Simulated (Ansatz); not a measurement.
# Geometry relaxation, with input and output: Mo$_{3}$Si (part 1 of 2)

Mo$_{3}$Si (Pm-3n, 8 atoms in the cell), computed with DFT PBE, scalar-relativistic, plane waves, PAW, no spin polarisation (Ansatz 0.2.0).

The structure derives from a Materials Project entry. It belongs to a series of runs on one base structure; here: structure listed in a database for this formula (Pm-3n, No. 223). Figures and captions count atoms from 1; the log counts them from 0 in places.

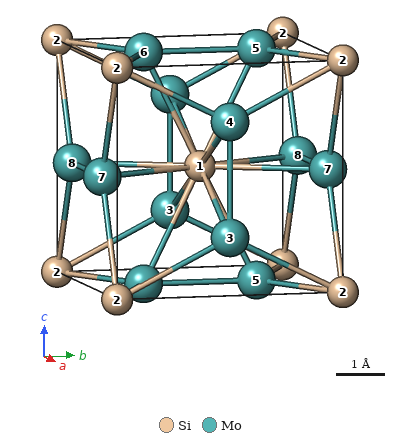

**Figure 1.** The input geometry (ball-and-stick view of the cell of the calculation, seen slightly off an axis; atoms are numbered from 1 in the order of the input).

## The input
```yaml
crystal:
  lattice:
    - [4.88969519, 0.0, 0.0]
    - [0.0, 4.88969519, 0.0]
    - [0.0, 0.0, 4.88969519]
  atoms:
    - { symbol: Si, position: [0.5, 0.5, 0.5] }
    - { symbol: Si, position: [0.0, 0.0, 0.0] }
    - { symbol: Mo, position: [0.0, 0.5, 0.25] }
    - { symbol: Mo, position: [0.0, 0.5, 0.75] }
    - { symbol: Mo, position: [0.5, 0.75, 0.0] }
    - { symbol: Mo, position: [0.5, 0.25, 0.0] }
    - { symbol: Mo, position: [0.75, 0.0, 0.5] }
    - { symbol: Mo, position: [0.25, 0.0, 0.5] }
basis:
  ecutwfc: 420
kpoints:
  mp_grid: { grid: [8, 8, 8] }
hamiltonian:
  xc: pbe
scf:
  occupations: { method: gaussian, width: 0.1 }
output:
  forces: true
  stress: true
  eigenvalues: true
relax:
  adjacent_minimum: "off"
  f_tol: 0.01
  max_steps: 80
  cell: { stress_tol: 0.05 }
```

Launched with:
```bash
ansatz run input.yaml --threads 1 --pin off --max-ram 2560MiB --backend cpu --events-out ev --progress --plain --runs-dir out
```

## What the program printed
```
Engine: ansatz 0.2.0, x86_64-unknown-linux-gnu
Pseudopotentials: kind: paw
Pseudopotential: Si, paw, valence charge 4, recommended cutoff 420 eV (normal), Si.paw.azcp
Pseudopotential: Mo, paw, valence charge 14, recommended cutoff 420 eV (normal), Mo.paw.azcp
Functional definition: PBE
  parameter kappa = 0.804
  parameter beta = 0.06672455060314922
  exchange = pbe_x(kappa = kappa, mu = beta*pi^2/3)
  correlation = pbe_c(beta = beta)
Crystal: 8 atoms, lattice volume = 116.908 Å³
Basis set: ecut = 420 eV, 2301 PW (Γ), exchange–correlation on 72×72×72 points (8 copies of the dense FFT grid, shifted against one another)
Bands: 56, of which v1, the nominal top of the filled ones, is band 46 counted from 1 (45 counted from 0)
Symmetry: 48 space group operations
Space group: Pm-3n (ITA 223), of the structure as read, at distance tolerance 4.9e-5 Å
k-points: 35 of 512
Non-local potential: Si, projectors of the file, l = 0: 2, l = 1: 2, l = 2: 2
Non-local potential: Mo, projectors of the file, l = 0: 3, l = 1: 2, l = 2: 2, l = 3: 1
PAW form: soft (Blöchl's): semilocal exchange-correlation on the pseudo side does not see the compensation charge
PAW one-centre angular grid: Si, 110 points (default); XC on 64 Gauss nodes
PAW one-centre angular grid: Mo, 590 points (default); XC on 64 Gauss nodes
Initial density: superposition of atomic densities (neutral atoms: chi_scale 0, normalization atom), corrected by the library's trained network
Initial wavefunctions: pseudopotential atomic-orbital guess
Functional: x = pbe(κ = 0.804, μ = 0.2195149727645171), c = pbe(β = 0.06672455060314922)
SCF iter   1: F=—  HF=-31010.296096 eV  |F-HF|=—  |Δ(HF+E_count)|=         —  Δρ=4.70e-3  dr2=1.39e-2  ethr=1.77e-3  ⟨swp⟩=5.5  Hψ=6760  notcnv=0
preconditioner: auto → Kerker (q_TF=auto, 2.621 Å⁻¹)  [metal: Δε(μ)=0.011 eV  Ē_g=5.276 eV  σ=0.100 eV  W_gap=0.06  n_scr=32 (ndim 8)  ℏωp=22.8 eV  f_vac=0.000  D(μ)=4.46/eV (n_scr^D=32)]
SCF iter   2: F=—  HF=-31010.295863 eV  |F-HF|=—  |Δ(HF+E_count)|=   2.33e-4  Δρ=2.62e-3  dr2=4.39e-3  ethr=1.51e-5  ⟨swp⟩=1.7  Hψ=2441  notcnv=0
SCF iter   3: F=—  HF=-31010.295504 eV  |F-HF|=—  |Δ(HF+E_count)|=   3.59e-4  Δρ=3.25e-4  dr2=5.25e-5  ethr=4.77e-6  ⟨swp⟩=2.9  Hψ=3328  notcnv=0
SCF iter   4: F=—  HF=-31010.295503 eV  |F-HF|=—  |Δ(HF+E_count)|=   9.54e-7  Δρ=6.11e-5  dr2=3.09e-6  ethr=5.70e-8  ⟨swp⟩=2.0  Hψ=3457  notcnv=0
iter 5 did not close the SCF: its close was put off for the readings that it lacked (scf_convergence_deferred on its scf_iter line)
SCF iter   5: F=-31010.295502 eV  HF=-31010.295502 eV  |F-HF|=8.14e-9  |Δ(HF+E_count)|=   3.67e-7  Δρ=1.10e-5  dr2=6.46e-8  ethr=3.35e-9  ⟨swp⟩=2.4  Hψ=3004  notcnv=0
SCF iter   6: F=-31010.295503 eV  HF=-31010.295503 eV  |F-HF|=3.53e-10  |Δ(HF+E_count)|=   1.28e-8  Δρ=1.63e-6  dr2=1.40e-9  ethr=7.02e-11  ⟨swp⟩=6.3  Hψ=6839  notcnv=0
SCF 1 converged in 6 iterations: F = -31010.295503 eV  dr2 = 1.40e-9
  greatest PAW one-centre occupation: 0.998 electrons in one spin orbital (limit 2), on the Mo atom at site 7 (counted from 0), in its partial waves of l = 0
relax step   1: F+E_penalty+E_count = -31010.29550250 eV  Δ(F+E_penalty+E_count) = +0.000e0 eV  max|allowed force component| = 1.599e-17 eV/Å  Δτ_max = 0.0000 Å  P = +2.610 GPa  Ω = 116.908 Å³  (6 SCF iters, dr2 threshold 1.00e-7 eV, accepted)
Crystal: 8 atoms, lattice volume = 119.578 Å³
Basis set: ecut = 420 eV, 2325 PW (Γ), exchange–correlation on 72×72×72 points (8 copies of the dense FFT grid, shifted against one another)
Initial density: handed on by an earlier stage of this run
Initial wavefunctions: those handed on with the density
iter 1 solved again at ethr=2.98e-6 eV; its pass at ethr=3.10e-3 eV (dr2=2.74e-3 eV) is discarded
SCF iter   1: F=—  HF=-31010.291198 eV  |F-HF|=—  |Δ(HF+E_count)|=         —  Δρ=1.38e-3  dr2=2.84e-3  ethr=2.98e-6  ⟨swp⟩=2.7  Hψ=10113  notcnv=0
preconditioner: auto → Kerker (q_TF=auto, 2.612 Å⁻¹)  [metal: Δε(μ)=0.043 eV  Ē_g=5.146 eV  σ=0.100 eV  W_gap=0.23  n_scr=32 (ndim 8)  ℏωp=22.5 eV  f_vac=0.000  D(μ)=4.61/eV (n_scr^D=32)]
SCF iter   2: F=—  HF=-31010.290814 eV  |F-HF|=—  |Δ(HF+E_count)|=   3.84e-4  Δρ=8.17e-4  dr2=8.75e-4  ethr=2.98e-6  ⟨swp⟩=2.0  Hψ=2313  notcnv=0
SCF iter   3: F=—  HF=-31010.290690 eV  |F-HF|=—  |Δ(HF+E_count)|=   1.24e-4  Δρ=9.31e-5  dr2=1.21e-5  ethr=9.51e-7  ⟨swp⟩=2.0  Hψ=2711  notcnv=0
SCF iter   4: F=—  HF=-31010.290674 eV  |F-HF|=—  |Δ(HF+E_count)|=   1.62e-5  Δρ=1.76e-5  dr2=2.82e-7  ethr=1.31e-8  ⟨swp⟩=2.0  Hψ=2731  notcnv=0
iter 5 did not close the SCF: its close was put off for the readings that it lacked (scf_convergence_deferred on its scf_iter line)
SCF iter   5: F=-31010.290674 eV  HF=-31010.290674 eV  |F-HF|=3.53e-10  |Δ(HF+E_count)|=   1.55e-8  Δρ=3.14e-6  dr2=6.19e-9  ethr=3.06e-10  ⟨swp⟩=2.0  Hψ=2742  notcnv=0
SCF iter   6: F=-31010.290674 eV  HF=-31010.290674 eV  |F-HF|=1.64e-10  |Δ(HF+E_count)|=  1.75e-10  Δρ=5.37e-7  dr2=3.09e-10  ethr=6.73e-12  ⟨swp⟩=1.0  Hψ=5563  notcnv=0
SCF 2 converged in 6 iterations: F = -31010.290674 eV  dr2 = 3.09e-10
  greatest PAW one-centre occupation: 0.998 electrons in one spin orbital (limit 2), on the Mo atom at site 3 (counted from 0), in its partial waves of l = 0
relax step   2: F+E_penalty+E_count = -31010.29067377 eV  Δ(F+E_penalty+E_count) = +4.829e-3 eV  max|allowed force component| = 1.652e-17 eV/Å  Δτ_max = 0.0000 Å  P = -2.984 GPa  Ω = 119.578 Å³  energy of the carried Pulay correction = -7.747e-4 eV  (6 SCF iters, dr2 threshold 8.00e-7 eV, rejected (line search))
Crystal: 8 atoms, lattice volume = 118.139 Å³
iter 1 solved again at ethr=8.78e-7 eV; its pass at ethr=3.10e-3 eV (dr2=8.08e-4 eV) is discarded
SCF iter   1: F=—  HF=-31010.305022 eV  |F-HF|=—  |Δ(HF+E_count)|=         —  Δρ=7.39e-4  dr2=7.99e-4  ethr=8.78e-7  ⟨swp⟩=1.9  Hψ=8924  notcnv=0
preconditioner: auto → Kerker (q_TF=auto, 2.617 Å⁻¹)  [metal: Δε(μ)=0.008 eV  Ē_g=5.219 eV  σ=0.100 eV  W_gap=0.05  n_scr=32 (ndim 8)  ℏωp=22.7 eV  f_vac=0.000  D(μ)=4.50/eV (n_scr^D=32)]
SCF iter   2: F=—  HF=-31010.304913 eV  |F-HF|=—  |Δ(HF+E_count)|=   1.10e-4  Δρ=4.39e-4  dr2=2.55e-4  ethr=8.69e-7  ⟨swp⟩=2.0  Hψ=2239  notcnv=0
SCF iter   3: F=—  HF=-31010.304879 eV  |F-HF|=—  |Δ(HF+E_count)|=   3.36e-5  Δρ=4.48e-5  dr2=1.65e-6  ethr=2.77e-7  ⟨swp⟩=2.0  Hψ=2719  notcnv=0
SCF iter   4: F=—  HF=-31010.304869 eV  |F-HF|=—  |Δ(HF+E_count)|=   9.70e-6  Δρ=7.70e-6  dr2=3.04e-8  ethr=1.79e-9  ⟨swp⟩=2.4  Hψ=3456  notcnv=0
SCF iter   5: F=—  HF=-31010.304869 eV  |F-HF|=—  |Δ(HF+E_count)|=   5.20e-9  Δρ=1.25e-6  dr2=1.32e-9  ethr=3.31e-11  ⟨swp⟩=2.4  Hψ=3513  notcnv=0
SCF iter   6: F=—  HF=-31010.304869 eV  |F-HF|=—  |Δ(HF+E_count)|=  1.89e-10  Δρ=3.06e-7  dr2=8.76e-11  ethr=1.00e-12  ⟨swp⟩=4.2  Hψ=6797  notcnv=0
SCF iter   7: F=-31010.304869 eV  HF=-31010.304869 eV  |F-HF|=3.64e-12  |Δ(HF+E_count)|=  1.82e-11  Δρ=3.96e-8  dr2=1.37e-12  ethr=1.00e-12  ⟨swp⟩=3.9  Hψ=5618  notcnv=0
SCF 3 converged in 7 iterations: F = -31010.304869 eV  dr2 = 1.37e-12
relax step   3: F+E_penalty+E_count = -31010.30486925 eV  Δ(F+E_penalty+E_count) = -9.367e-3 eV  max|allowed force component| = 1.867e-17 eV/Å  Δτ_max = 0.0000 Å  P = -0.053 GPa  Ω = 118.139 Å³  energy of the carried Pulay correction = -3.593e-4 eV  (7 SCF iters, accepted)
Crystal: 8 atoms, lattice volume = 118.114 Å³
iter 1 solved again at ethr=3.31e-10 eV; its pass at ethr=3.10e-3 eV (dr2=3.05e-7 eV) is discarded
SCF iter   1: F=—  HF=-31010.304890 eV  |F-HF|=—  |Δ(HF+E_count)|=         —  Δρ=1.34e-5  dr2=2.95e-7  ethr=3.31e-10  ⟨swp⟩=2.1  Hψ=8330  notcnv=0
preconditioner: auto → Kerker (q_TF=auto, 2.617 Å⁻¹)  [metal: Δε(μ)=0.010 eV  Ē_g=5.217 eV  σ=0.100 eV  W_gap=0.06  n_scr=32 (ndim 8)  ℏωp=22.7 eV  f_vac=0.000  D(μ)=4.50/eV (n_scr^D=32)]
SCF iter   2: F=—  HF=-31010.304881 eV  |F-HF|=—  |Δ(HF+E_count)|=   9.78e-6  Δρ=7.39e-6  dr2=6.38e-8  ethr=3.21e-10  ⟨swp⟩=2.0  Hψ=2711  notcnv=0
iter 3 did not close the SCF: its close was put off for the readings that it lacked (scf_convergence_deferred on its scf_iter line)
SCF iter   3: F=-31010.304881 eV  HF=-31010.304881 eV  |F-HF|=2.20e-9  |Δ(HF+E_count)|=   5.78e-9  Δρ=1.60e-6  dr2=3.81e-9  ethr=6.93e-11  ⟨swp⟩=2.0  Hψ=2694  notcnv=0
iter 4 did not close the SCF: its close was put off for the readings that it lacked (scf_convergence_deferred on its scf_iter line)
SCF iter   4: F=-31010.304881 eV  HF=-31010.304881 eV  |F-HF|=6.91e-11  |Δ(HF+E_count)|=  5.75e-10  Δρ=2.82e-7  dr2=1.12e-10  ethr=4.14e-12  ⟨swp⟩=2.0  Hψ=2726  notcnv=0
iter 5 did not close the SCF: its close was put off for the readings that it lacked (scf_convergence_deferred on its scf_iter line)
SCF iter   5: F=-31010.304881 eV  HF=-31010.304881 eV  |F-HF|=7.28e-12  |Δ(HF+E_count)|=  1.46e-11  Δρ=5.10e-8  dr2=3.55e-12  ethr=1.00e-12  ⟨swp⟩=1.0  Hψ=1960  notcnv=0
iter 6 did not close the SCF: its close was put off for the readings that it lacked (scf_convergence_deferred on its scf_iter line)
SCF iter   6: F=-31010.304881 eV  HF=-31010.304881 eV  |F-HF|=3.64e-12  |Δ(HF+E_count)|=  3.64e-12  Δρ=1.30e-8  dr2=4.51e-13  ethr=1.00e-12  ⟨swp⟩=1.0  Hψ=1960  notcnv=0
SCF iter   7: F=-31010.304881 eV  HF=-31010.304881 eV  |F-HF|=7.28e-12  |Δ(HF+E_count)|=  3.64e-12  Δρ=2.37e-9  dr2=1.15e-14  ethr=1.00e-12  ⟨swp⟩=1.0  Hψ=4060  notcnv=0
SCF 4 converged in 7 iterations: F = -31010.304881 eV  dr2 = 1.15e-14
relax step   4: F+E_penalty+E_count = -31010.30488052 eV  Δ(F+E_penalty+E_count) = -1.127e-5 eV  max|allowed force component| = 2.282e-17 eV/Å  Δτ_max = 0.0000 Å  P = -0.001 GPa  Ω = 118.114 Å³  energy of the carried Pulay correction = -3.521e-4 eV  (7 SCF iters, dr2 threshold 6.94e-9 eV, accepted)
Initial wavefunctions: pseudopotential atomic-orbital guess (no wavefunctions were taken with the density)
iter 1 solved again at ethr=3.88e-8 eV; its pass at ethr=3.10e-3 eV (dr2=3.57e-5 eV) is discarded
SCF iter   1: F=—  HF=-31010.305273 eV  |F-HF|=—  |Δ(HF+E_count)|=         —  Δρ=7.42e-5  dr2=2.29e-7  ethr=3.88e-8  ⟨swp⟩=3.7  Hψ=12031  notcnv=0
SCF iter   2: F=—  HF=-31010.305268 eV  |F-HF|=—  |Δ(HF+E_count)|=   4.65e-6  Δρ=3.78e-5  dr2=5.74e-8  ethr=2.49e-10  ⟨swp⟩=2.0  Hψ=2956  notcnv=0
SCF iter   3: F=—  HF=-31010.305271 eV  |F-HF|=—  |Δ(HF+E_count)|=   2.49e-6  Δρ=1.86e-6  dr2=5.70e-10  ethr=6.24e-11  ⟨swp⟩=2.0  Hψ=3576  notcnv=0
iter 4 did not close the SCF: its close was put off for the readings that it lacked (scf_convergence_deferred on its scf_iter line)
SCF iter   4: F=-31010.305271 eV  HF=-31010.305271 eV  |F-HF|=2.55e-11  |Δ(HF+E_count)|=   4.92e-9  Δρ=2.95e-7  dr2=7.91e-11  ethr=1.00e-12  ⟨swp⟩=2.3  Hψ=3065  notcnv=0
iter 5 did not close the SCF: its close was put off for the readings that it lacked (scf_convergence_deferred on its scf_iter line)
SCF iter   5: F=-31010.305271 eV  HF=-31010.305271 eV  |F-HF|=1.09e-11  |Δ(HF+E_count)|=    0.00e0  Δρ=2.53e-8  dr2=3.47e-13  ethr=1.00e-12  ⟨swp⟩=1.0  Hψ=1960  notcnv=0
iter 6 did not close the SCF: its close was put off for the readings that it lacked (scf_convergence_deferred on its scf_iter line)
SCF iter   6: F=-31010.305271 eV  HF=-31010.305271 eV  |F-HF|=3.64e-12  |Δ(HF+E_count)|=  7.28e-12  Δρ=4.63e-9  dr2=1.89e-14  ethr=1.00e-12  ⟨swp⟩=1.0  Hψ=1960  notcnv=0
iter 7 did not close the SCF: its close was put off for the readings that it lacked (scf_convergence_deferred on its scf_iter line)
SCF iter   7: F=-31010.305271 eV  HF=-31010.305271 eV  |F-HF|=1.46e-11  |Δ(HF+E_count)|=  3.64e-12  Δρ=1.56e-9  dr2=5.98e-15  ethr=1.00e-12  ⟨swp⟩=1.0  Hψ=1960  notcnv=0
SCF iter   8: F=-31010.305271 eV  HF=-31010.305271 eV  |F-HF|=1.46e-11  |Δ(HF+E_count)|=  7.28e-12  Δρ=9.40e-10  dr2=1.61e-15  ethr=1.00e-12  ⟨swp⟩=1.0  Hψ=4060  notcnv=0
SCF 5 converged in 8 iterations: F = -31010.305271 eV  dr2 = 1.61e-15
relax step   5: F+E_penalty+E_count = -31010.30527079 eV  Δ(F+E_penalty+E_count) = -3.903e-4 eV  max|allowed force component| = 3.903e-17 eV/Å  Δτ_max = 0.0000 Å  P = -0.002 GPa  Ω = 118.114 Å³  stress off target by 1.71e-3 GPa  SCF on the basis re-selected at this cell (its energy is not comparable with the rows above)  (8 SCF iters)
```

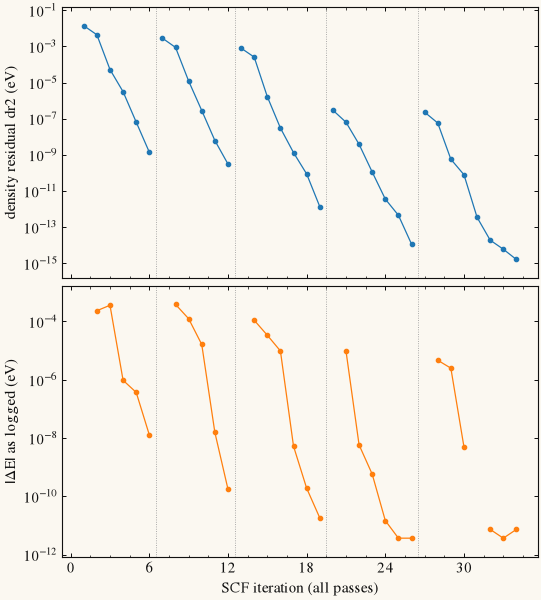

**Figure 2.** Convergence of the self-consistent field: density residual dr2 and size of the energy change against the SCF iteration. The dotted lines part the SCF passes of the relaxation: geometry steps, rejected trials and re-solves on a re-selected basis. The 5 passes take 6 to 8 iterations each, 34 in all.
